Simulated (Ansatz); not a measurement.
**Geometry relaxation, with input and output: Cr₂O₃ (part 1 of 2)**

- system: Cr₂O₃ (R-3c, 10 atoms in the cell)
- method: DFT PBEsol, scalar-relativistic, plane waves, PAW, spin-polarised (Ansatz 0.2.0)

The structure derives from an entry of the Crystallography Open Database. It belongs to a series of runs on one base structure; here: volume × 1.03, shape and atoms relaxed. Figures and captions count atoms from 1; the log counts them from 0 in places.

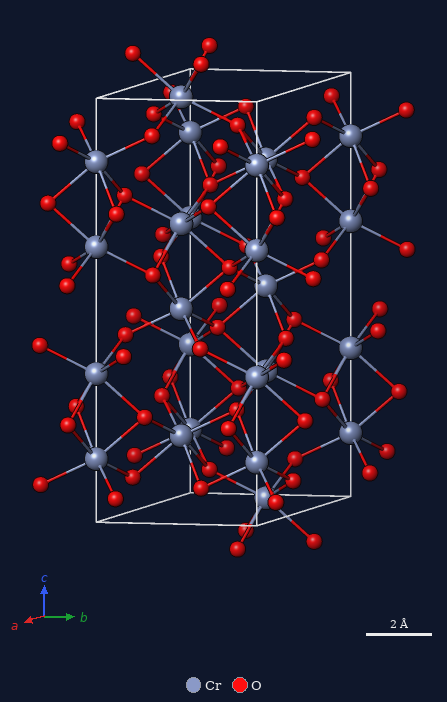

*The starting structure (ball-and-stick view of the cell 3 times as large as that of the calculation, set on its symmetry axes, seen at an oblique angle; bonded neighbours outside the cell are drawn too). An atom can appear more than once, as a periodic image.*

Near neighbours in the periodic cell (some may lie outside the picture): Cr has 6 O at 1.98 to 2.03 Å; O has 4 Cr at 1.98 to 2.03 Å.

**The input**
```yaml
crystal:
  lattice:
    - [2.5108355175, 1.4496315619, 4.5166660051]
    - [-2.5108355175, 1.4496315619, 4.5166660051]
    - [0.0, -2.8992631239, 4.5166660051]
  atoms:
    - { symbol: Cr, position: [0.3503204332, 0.3503204332, 0.3503204332], spin: 2.64 }
    - { symbol: Cr, position: [0.1496795668, 0.1496795668, 0.1496795668], spin: 2.64 }
    - { symbol: Cr, position: [0.6496795668, 0.6496795668, 0.6496795668], spin: 2.64 }
    - { symbol: Cr, position: [0.8503204332, 0.8503204332, 0.8503204332], spin: 2.64 }
    - { symbol: O, position: [0.5512639374, 0.9487360626, 0.25] }
    - { symbol: O, position: [0.25, 0.5512639374, 0.9487360626] }
    - { symbol: O, position: [0.9487360626, 0.25, 0.5512639374] }
    - { symbol: O, position: [0.4487360626, 0.0512639374, 0.75] }
    - { symbol: O, position: [0.75, 0.4487360626, 0.0512639374] }
    - { symbol: O, position: [0.0512639374, 0.75, 0.4487360626] }
basis:
  ecutwfc: 420
kpoints:
  mp_grid: { grid: [12, 12, 12] }
hamiltonian:
  xc: pbesol
scf:
  occupations: { method: gaussian, width: 0.02 }
output:
  forces: true
  stress: true
  eigenvalues: true
  populations: true
magnetization:
  spin_polarized: true
relax:
  adjacent_minimum: "off"
  f_tol: 0.01
  max_steps: 30
  cell: { stress_tol: 0.1, fix: [volume] }
```

Run on 2 threads of Intel Xeon (Granite Rapids), 192 GiB of memory available, shared host.

Launch command:
```bash
ansatz run input.yaml --threads 2 --pin off --max-ram 5120MiB --backend cpu --events-out ev --progress --plain --runs-dir out
```

**Output**
```
Engine: ansatz 0.2.0, x86_64-unknown-linux-gnu
Pseudopotentials: kind: paw
Pseudopotential: Cr, paw, valence charge 14, recommended cutoff 420 eV (normal), Cr.paw.azcp
Pseudopotential: O, paw, valence charge 6, recommended cutoff 420 eV (normal), O.paw.azcp
Functional definition: PBEsol
  exchange = pbesol_x
  correlation = pbesol_c
Crystal: 10 atoms, lattice volume = 98.638 Å³
Basis set: ecut = 420 eV, 1911 PW (Γ), exchange–correlation on 72×72×72 points (8 copies of the dense FFT grid, shifted against one another)
Bands: 62, of which v1, the nominal top of the filled ones, is band 46 counted from 1 (45 counted from 0)
Symmetry: 12 space group operations
Space group: R-3c (ITA 167), of the structure as read, at distance tolerance 4.6e-5 Å
Magnetic group: BNS 167.103 (UNI 1333), of the structure as read, at distance tolerance 4.6e-5 Å
k-points: 189 of 1728
Non-local potential: Cr, projectors of the file, l = 0: 3, l = 1: 2, l = 2: 3, l = 3: 1
Non-local potential: O, projectors of the file, l = 0: 2, l = 1: 2, l = 2: 1
PAW form: soft (Blöchl's): semilocal exchange-correlation on the pseudo side does not see the compensation charge
PAW frozen core: Cr, regenerated for the run's functional, and the local potential with it (the file was generated under x = pbe(κ = 0.804, μ = 0.2195149727645171), c = pbe(β = 0.06672455060314922))
PAW frozen core: O, regenerated for the run's functional, and the local potential with it (the file was generated under x = pbe(κ = 0.804, μ = 0.2195149727645171), c = pbe(β = 0.06672455060314922))
PAW one-centre angular grid: Cr, 590 points (default); XC on 64 Gauss nodes
PAW one-centre angular grid: O, 110 points (default); XC on 64 Gauss nodes
Initial density: superposition of atomic densities (chi_scale 0.1, normalization cell, long waves kept (reshape's long-wave potential 0.00 eV rms))
Starting moments: Σ|m| = 10.56 μB on 4 of 10 sites
Initial wavefunctions: pseudopotential atomic-orbital guess
Functional: x = pbesol(κ = 0.804, μ = 0.12345679012345678), c = pbesol(β = 0.046)
iter 1 solved again at ethr=1.13e-3 eV; its pass at ethr=3.10e-3 eV (dr2=1.04e0 eV) is discarded
SCF iter   1: F=—  HF=-16765.740526 eV  |F-HF|=—  |Δ(HF+E_count)|=         —  Δρ=5.52e-2 (↑5.52e-2 ↓4.74e-2)  dr2=1.04e0  dr2_m=1.74e0  M=11.382 μB ∫|m|=11.390 μB  β_m=0.30  ethr=1.13e-3  ⟨swp⟩=1.3  Hψ=101967  notcnv=0
Mixer restart at iter 1: flushing history
preconditioner: auto → Kerker (q_TF=auto, 2.697 Å⁻¹)  [metal: Δε(μ)=0.004 eV  Ē_g=9.972 eV  σ=0.020 eV  W_gap=0.10  n_scr=26 (ndim 8)  ℏωp=29.0 eV  f_vac=0.000  D(μ)=6.01/eV (n_scr^D=58)]
spin=Collinear: Kerker preconditioning applied to the charge; magnetization (m = ρ↑ − ρ↓) channel mixes plain (no charge-response kernel on spin).
SCF iter   2: F=—  HF=-16765.592706 eV  |F-HF|=—  |Δ(HF+E_count)|=   1.48e-1  Δρ=4.49e-2 (↑4.49e-2 ↓4.02e-2)  dr2=6.70e-1  dr2_m=1.27e0  M=11.773 μB ∫|m|=11.784 μB  β_m=0.52  ethr=1.13e-3  ⟨swp⟩=2.0  Hψ=29377  notcnv=0
SCF iter   3: F=—  HF=-16765.889940 eV  |F-HF|=—  |Δ(HF+E_count)|=   2.97e-1  Δρ=5.99e-3 (↑5.99e-3 ↓5.06e-3)  dr2=4.46e-2  dr2_m=1.44e-2  M=12.000 μB ∫|m|=12.195 μB  β_m=0.58  ethr=7.28e-4  ⟨swp⟩=2.1  Hψ=42904  notcnv=0
SCF iter   4: F=—  HF=-16765.892357 eV  |F-HF|=—  |Δ(HF+E_count)|=         —  Δρ=3.45e-3 (↑3.45e-3 ↓2.73e-3)  dr2=1.62e-2  dr2_m=5.34e-3  M=12.000 μB ∫|m|=12.217 μB  β_m=0.58  ethr=4.85e-5  ⟨swp⟩=2.0  Hψ=33431  notcnv=0  defer=506
Mixer restart at iter 4: flushing history
SCF iter   5: F=—  HF=-16765.894220 eV  |F-HF|=—  |Δ(HF+E_count)|=   1.86e-3  Δρ=1.85e-3 (↑1.85e-3 ↓1.63e-3)  dr2=8.57e-3  dr2_m=1.46e-3  M=12.000 μB ∫|m|=12.237 μB  β_m=0.79  ethr=1.76e-5  ⟨swp⟩=2.0  Hψ=28943  notcnv=0  defer=506
SCF iter   6: F=—  HF=-16765.895743 eV  |F-HF|=—  |Δ(HF+E_count)|=   1.52e-3  Δρ=4.90e-4 (↑4.90e-4 ↓3.66e-4)  dr2=1.43e-3  dr2_m=2.24e-5  M=12.000 μB ∫|m|=12.266 μB  β_m=0.89  ethr=9.32e-6  ⟨swp⟩=2.0  Hψ=37821  notcnv=0  defer=506
SCF iter   7: F=—  HF=-16765.895864 eV  |F-HF|=—  |Δ(HF+E_count)|=   1.21e-4  Δρ=6.12e-4 (↑6.12e-4 ↓2.99e-4)  dr2=6.08e-4  dr2_m=2.87e-5  M=12.000 μB ∫|m|=12.268 μB  β_m=0.77  ethr=1.55e-6  ⟨swp⟩=2.0  Hψ=36436  notcnv=0  defer=506
SCF iter   8: F=—  HF=-16765.895847 eV  |F-HF|=—  |Δ(HF+E_count)|=   1.71e-5  Δρ=1.45e-4 (↑1.45e-4 ↓9.57e-5)  dr2=5.04e-5  dr2_m=5.35e-6  M=12.000 μB ∫|m|=12.269 μB  β_m=0.88  ethr=6.61e-7  ⟨swp⟩=2.0  Hψ=36606  notcnv=0  defer=506
SCF iter   9: F=—  HF=-16765.895870 eV  |F-HF|=—  |Δ(HF+E_count)|=   2.31e-5  Δρ=3.51e-5 (↑2.26e-5 ↓3.51e-5)  dr2=2.66e-6  dr2_m=2.19e-7  M=12.000 μB ∫|m|=12.268 μB  β_m=0.92  ethr=5.48e-8  ⟨swp⟩=2.0  Hψ=32486  notcnv=0  defer=506
SCF iter  10: F=—  HF=-16765.895872 eV  |F-HF|=—  |Δ(HF+E_count)|=   1.83e-6  Δρ=2.74e-5 (↑2.74e-5 ↓1.71e-5)  dr2=1.40e-6  dr2_m=5.84e-8  M=12.000 μB ∫|m|=12.268 μB  β_m=0.96  ethr=2.89e-9  ⟨swp⟩=2.0  Hψ=40048  notcnv=0  defer=506
SCF iter  11: F=—  HF=-16765.895872 eV  |F-HF|=—  |Δ(HF+E_count)|=   1.88e-7  Δρ=5.08e-6 (↑4.76e-6 ↓5.08e-6)  dr2=6.94e-8  dr2_m=4.92e-9  M=12.000 μB ∫|m|=12.268 μB  β_m=0.98  ethr=1.52e-9  ⟨swp⟩=2.1  Hψ=37655  notcnv=0  defer=506
SCF iter  12: F=-16765.895872 eV  HF=-16765.895872 eV  |F-HF|=9.62e-9  |Δ(HF+E_count)|=   1.47e-8  Δρ=2.23e-6 (↑1.84e-6 ↓2.23e-6)  dr2=1.48e-8  dr2_m=1.53e-10  M=12.000 μB ∫|m|=12.268 μB  ethr=7.55e-11  ⟨swp⟩=4.7  Hψ=71700  notcnv=0
SCF 1 converged in 12 iterations: F = -16765.895872 eV  dr2 = 1.48e-8
  greatest PAW one-centre occupation: 1.000 electrons in one spin orbital (limit 2), on the Cr atom at site 3 (counted from 0), in its partial waves of l = 0
relax step   1: F+E_penalty+E_count = -16765.89587204 eV  Δ(F+E_penalty+E_count) = +0.000e0 eV  max|allowed force component| = 7.896e-2 eV/Å  Δτ_max = 0.0000 Å  P = -6.770 GPa  Ω = 98.638 Å³  fix = [volume]  reactions: volume -6.770 GPa  (12 SCF iters, dr2 threshold 1.00e-7 eV, accepted)
Initial density: handed on by an earlier stage of this run
Starting moments: Σ|m| = 10.56 μB on 4 of 10 sites; this step starts from the density that it was given
Initial wavefunctions: those handed on with the density
iter 1 solved again at ethr=5.47e-8 eV; its pass at ethr=3.10e-3 eV (dr2=5.03e-5 eV) is discarded
SCF iter   1: F=—  HF=-16765.896740 eV  |F-HF|=—  |Δ(HF+E_count)|=         —  Δρ=5.45e-4 (↑5.45e-4 ↓2.25e-4)  dr2=5.13e-5  dr2_m=9.75e-5  M=12.000 μB ∫|m|=12.266 μB  β_m=0.65  ethr=5.47e-8  ⟨swp⟩=3.0  Hψ=104673  notcnv=0
preconditioner: auto → Resta (q_TF=auto, 2.697 Å⁻¹)  ε∞=9.0  [insulator: Δε(μ)=0.712 eV  Ē_g=10.229 eV  σ=0.020 eV  W_gap=1.00  n_scr=26 (ndim 8)  ℏωp=29.0 eV  f_vac=0.022  D(μ)=0.00/eV (n_scr^D=0)  ε∞_Penn≈9.0]
spin=Collinear: Resta preconditioning applied to the charge; magnetization (m = ρ↑ − ρ↓) channel mixes plain (no charge-response kernel on spin).
SCF iter   2: F=—  HF=-16765.896861 eV  |F-HF|=—  |Δ(HF+E_count)|=   1.21e-4  Δρ=2.19e-4 (↑2.19e-4 ↓9.11e-5)  dr2=9.48e-6  dr2_m=1.55e-5  M=12.000 μB ∫|m|=12.266 μB  β_m=0.65  ethr=5.47e-8  ⟨swp⟩=2.0  Hψ=40813  notcnv=0
SCF iter   3: F=—  HF=-16765.896890 eV  |F-HF|=—  |Δ(HF+E_count)|=   2.88e-5  Δρ=3.31e-5 (↑3.31e-5 ↓1.84e-5)  dr2=8.50e-7  dr2_m=3.13e-7  M=12.000 μB ∫|m|=12.266 μB  β_m=0.67  ethr=1.03e-8  ⟨swp⟩=2.0  Hψ=40824  notcnv=0
SCF iter   4: F=—  HF=-16765.896890 eV  |F-HF|=—  |Δ(HF+E_count)|=   7.16e-7  Δρ=1.08e-5 (↑8.91e-6 ↓1.08e-5)  dr2=4.42e-7  dr2_m=1.72e-8  M=12.000 μB ∫|m|=12.266 μB  β_m=0.83  ethr=9.24e-10  ⟨swp⟩=3.0  Hψ=40792  notcnv=0
SCF iter   5: F=—  HF=-16765.896891 eV  |F-HF|=—  |Δ(HF+E_count)|=   9.21e-8  Δρ=5.35e-6 (↑5.35e-6 ↓2.67e-6)  dr2=3.37e-8  dr2_m=5.97e-9  M=12.000 μB ∫|m|=12.266 μB  β_m=0.85  ethr=4.80e-10  ⟨swp⟩=2.7  Hψ=40412  notcnv=0
SCF iter   6: F=-16765.896890 eV  HF=-16765.896891 eV  |F-HF|=3.58e-8  |Δ(HF+E_count)|=   4.23e-9  Δρ=3.90e-6 (↑3.90e-6 ↓3.31e-6)  dr2=4.66e-8  dr2_m=3.17e-10  M=12.000 μB ∫|m|=12.266 μB  ethr=3.66e-11  ⟨swp⟩=1.0  Hψ=62852  notcnv=0
SCF 2 converged in 6 iterations: F = -16765.896890 eV  dr2 = 4.66e-8
relax step   2: F+E_penalty+E_count = -16765.89689050 eV  Δ(F+E_penalty+E_count) = -1.018e-3 eV  max|allowed force component| = 6.819e-2 eV/Å  Δτ_max = 0.0020 Å  P = -6.678 GPa  Ω = 98.638 Å³  energy of the carried Pulay correction = -8.866e-17 eV  fix = [volume]  reactions: volume -6.678 GPa  (6 SCF iters, dr2 threshold 3.90e-7 eV, accepted)
iter 1 solved again at ethr=6.93e-8 eV; its pass at ethr=3.10e-3 eV (dr2=6.37e-5 eV) is discarded
SCF iter   1: F=—  HF=-16765.897387 eV  |F-HF|=—  |Δ(HF+E_count)|=         —  Δρ=4.97e-4 (↑4.97e-4 ↓2.04e-4)  dr2=6.78e-5  dr2_m=8.01e-5  M=12.000 μB ∫|m|=12.264 μB  β_m=0.65  ethr=6.93e-8  ⟨swp⟩=2.1  Hψ=83323  notcnv=0
preconditioner: auto → Resta (q_TF=auto, 2.697 Å⁻¹)  ε∞=9.0  [insulator: Δε(μ)=0.705 eV  Ē_g=10.230 eV  σ=0.020 eV  W_gap=1.00  n_scr=26 (ndim 8)  ℏωp=29.0 eV  f_vac=0.023  D(μ)=0.00/eV (n_scr^D=0)  ε∞_Penn≈9.0]
spin=Collinear: Resta preconditioning applied to the charge; magnetization (m = ρ↑ − ρ↓) channel mixes plain (no charge-response kernel on spin).
SCF iter   2: F=—  HF=-16765.897450 eV  |F-HF|=—  |Δ(HF+E_count)|=   6.34e-5  Δρ=1.96e-4 (↑1.96e-4 ↓8.01e-5)  dr2=1.68e-5  dr2_m=1.18e-5  M=12.000 μB ∫|m|=12.264 μB  β_m=0.65  ethr=6.93e-8  ⟨swp⟩=2.1  Hψ=40075  notcnv=0
SCF iter   3: F=—  HF=-16765.897462 eV  |F-HF|=—  |Δ(HF+E_count)|=   1.15e-5  Δρ=2.12e-5 (↑2.12e-5 ↓1.49e-5)  dr2=1.49e-6  dr2_m=6.61e-8  M=12.000 μB ∫|m|=12.264 μB  β_m=0.67  ethr=1.82e-8  ⟨swp⟩=2.0  Hψ=40815  notcnv=0
SCF iter   4: F=—  HF=-16765.897461 eV  |F-HF|=—  |Δ(HF+E_count)|=   3.21e-7  Δρ=9.16e-6 (↑8.28e-6 ↓9.16e-6)  dr2=4.33e-7  dr2_m=1.32e-8  M=12.000 μB ∫|m|=12.264 μB  β_m=0.84  ethr=1.62e-9  ⟨swp⟩=2.4  Hψ=32228  notcnv=0
SCF iter   5: F=-16765.897461 eV  HF=-16765.897461 eV  |F-HF|=5.24e-8  |Δ(HF+E_count)|=   4.77e-8  Δρ=6.53e-6 (↑6.53e-6 ↓3.46e-6)  dr2=7.27e-8  dr2_m=3.31e-9  M=12.000 μB ∫|m|=12.264 μB  ethr=3.16e-10  ⟨swp⟩=2.0  Hψ=73367  notcnv=0
SCF 3 converged in 5 iterations: F = -16765.897461 eV  dr2 = 7.27e-8
  greatest PAW one-centre occupation: 1.000 electrons in one spin orbital (limit 2), on the Cr atom at site 2 (counted from 0), in its partial waves of l = 0
relax step   3: F+E_penalty+E_count = -16765.89746121 eV  Δ(F+E_penalty+E_count) = -5.707e-4 eV  max|allowed force component| = 1.934e-2 eV/Å  Δτ_max = 0.0022 Å  P = -6.612 GPa  Ω = 98.638 Å³  energy of the carried Pulay correction = +1.773e-16 eV  fix = [volume]  reactions: volume -6.612 GPa  (5 SCF iters, dr2 threshold 2.91e-7 eV, accepted)
iter 1 solved again at ethr=1.09e-8 eV; its pass at ethr=3.10e-3 eV (dr2=1.01e-5 eV) is discarded
SCF iter   1: F=—  HF=-16765.897517 eV  |F-HF|=—  |Δ(HF+E_count)|=         —  Δρ=1.57e-4 (↑1.57e-4 ↓7.49e-5)  dr2=1.14e-5  dr2_m=7.69e-6  M=12.000 μB ∫|m|=12.263 μB  β_m=0.65  ethr=1.09e-8  ⟨swp⟩=3.5  Hψ=102327  notcnv=0
preconditioner: auto → Resta (q_TF=auto, 2.697 Å⁻¹)  ε∞=9.0  [insulator: Δε(μ)=0.702 eV  Ē_g=10.230 eV  σ=0.020 eV  W_gap=1.00  n_scr=26 (ndim 8)  ℏωp=29.0 eV  f_vac=0.023  D(μ)=0.00/eV (n_scr^D=0)  ε∞_Penn≈9.0]
spin=Collinear: Resta preconditioning applied to the charge; magnetization (m = ρ↑ − ρ↓) channel mixes plain (no charge-response kernel on spin).
SCF iter   2: F=—  HF=-16765.897522 eV  |F-HF|=—  |Δ(HF+E_count)|=   4.95e-6  Δρ=6.22e-5 (↑6.22e-5 ↓3.05e-5)  dr2=3.05e-6  dr2_m=1.13e-6  M=12.000 μB ∫|m|=12.263 μB  β_m=0.65  ethr=1.09e-8  ⟨swp⟩=2.3  Hψ=41130  notcnv=0
SCF iter   3: F=—  HF=-16765.897523 eV  |F-HF|=—  |Δ(HF+E_count)|=   6.29e-7  Δρ=7.39e-6 (↑7.39e-6 ↓6.57e-6)  dr2=2.60e-7  dr2_m=6.37e-9  M=12.000 μB ∫|m|=12.263 μB  β_m=0.67  ethr=3.32e-9  ⟨swp⟩=2.3  Hψ=36588  notcnv=0
SCF iter   4: F=—  HF=-16765.897523 eV  |F-HF|=—  |Δ(HF+E_count)|=   6.95e-8  Δρ=4.25e-6 (↑4.25e-6 ↓4.13e-6)  dr2=8.28e-8  dr2_m=3.35e-9  M=12.000 μB ∫|m|=12.263 μB  β_m=0.83  ethr=2.83e-10  ⟨swp⟩=2.3  Hψ=33506  notcnv=0
SCF iter   5: F=-16765.897523 eV  HF=-16765.897523 eV  |F-HF|=7.06e-9  |Δ(HF+E_count)|=   8.28e-9  Δρ=2.28e-6 (↑2.28e-6 ↓1.31e-6)  dr2=1.01e-8  dr2_m=3.49e-10  M=12.000 μB ∫|m|=12.263 μB  ethr=3.12e-11  ⟨swp⟩=3.5  Hψ=64320  notcnv=0
SCF 4 converged in 5 iterations: F = -16765.897523 eV  dr2 = 1.01e-8
relax step   4: F+E_penalty+E_count = -16765.89752255 eV  Δ(F+E_penalty+E_count) = -6.134e-5 eV  max|allowed force component| = 2.852e-4 eV/Å  Δτ_max = 0.0007 Å  P = -6.588 GPa  Ω = 98.638 Å³  fix = [volume]  reactions: volume -6.588 GPa  (5 SCF iters, dr2 threshold 2.87e-8 eV, accepted)
Initial wavefunctions: pseudopotential atomic-orbital guess (no wavefunctions were taken with the density)
iter 1 solved again at ethr=6.18e-8 eV; its pass at ethr=3.10e-3 eV (dr2=5.68e-5 eV) is discarded
SCF iter   1: F=—  HF=-16765.897520 eV  |F-HF|=—  |Δ(HF+E_count)|=         —  Δρ=3.00e-5 (↑3.00e-5 ↓2.97e-5)  dr2=1.05e-7  dr2_m=2.64e-9  M=12.000 μB ∫|m|=12.263 μB  β_m=0.65  ethr=6.18e-8  ⟨swp⟩=3.7  Hψ=145512  notcnv=0
spin=Collinear: Resta preconditioning applied to the charge; magnetization (m = ρ↑ − ρ↓) channel mixes plain (no charge-response kernel on spin).
SCF iter   2: F=—  HF=-16765.897529 eV  |F-HF|=—  |Δ(HF+E_count)|=   9.48e-6  Δρ=1.08e-5 (↑1.08e-5 ↓1.07e-5)  dr2=1.45e-8  dr2_m=3.16e-10  M=12.000 μB ∫|m|=12.263 μB  β_m=0.65  ethr=1.14e-10  ⟨swp⟩=2.1  Hψ=32434  notcnv=0
SCF iter   3: F=—  HF=-16765.897530 eV  |F-HF|=—  |Δ(HF+E_count)|=   6.16e-7  Δρ=3.98e-7 (↑3.98e-7 ↓3.54e-7)  dr2=2.83e-10  dr2_m=4.12e-12  M=12.000 μB ∫|m|=12.263 μB  β_m=0.65  ethr=1.57e-11  ⟨swp⟩=2.1  Hψ=30748  notcnv=0
SCF iter   4: F=-16765.897530 eV  HF=-16765.897530 eV  |F-HF|=1.35e-10  |Δ(HF+E_count)|=  4.04e-10  Δρ=1.86e-7 (↑1.86e-7 ↓1.79e-7)  dr2=1.14e-10  dr2_m=1.41e-12  M=12.000 μB ∫|m|=12.263 μB  ethr=1.00e-12  ⟨swp⟩=2.7  Hψ=67166  notcnv=0
SCF 5 converged in 4 iterations: F = -16765.897530 eV  dr2 = 1.14e-10
relax step   5: F+E_penalty+E_count = -16765.89752975 eV  Δ(F+E_penalty+E_count) = -7.209e-6 eV  max|allowed force component| = 3.403e-4 eV/Å  Δτ_max = 0.0000 Å  P = -6.587 GPa  Ω = 98.638 Å³  fix = [volume]  reactions: volume -6.587 GPa  stress off target by 9.29e-3 GPa on what of the cell is left free  SCF on the basis re-selected at this cell (its energy is not comparable with the rows above)  (4 SCF iters)
```

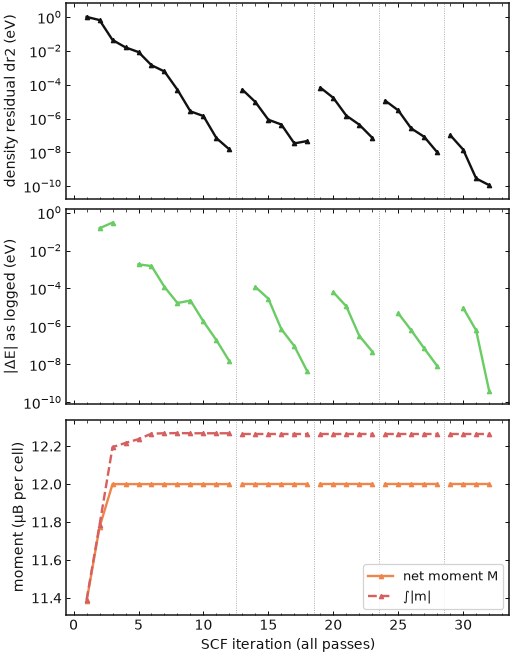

*Convergence of the self-consistent field: density residual dr2, size of the energy change and magnetic moment against the SCF iteration. The dotted lines part the SCF passes of the relaxation: geometry steps, rejected trials and re-solves on a re-selected basis.*

The 5 passes take 4 to 12 iterations each, 32 in all. The net moment goes from 11.4 to 12.0 μB per cell.
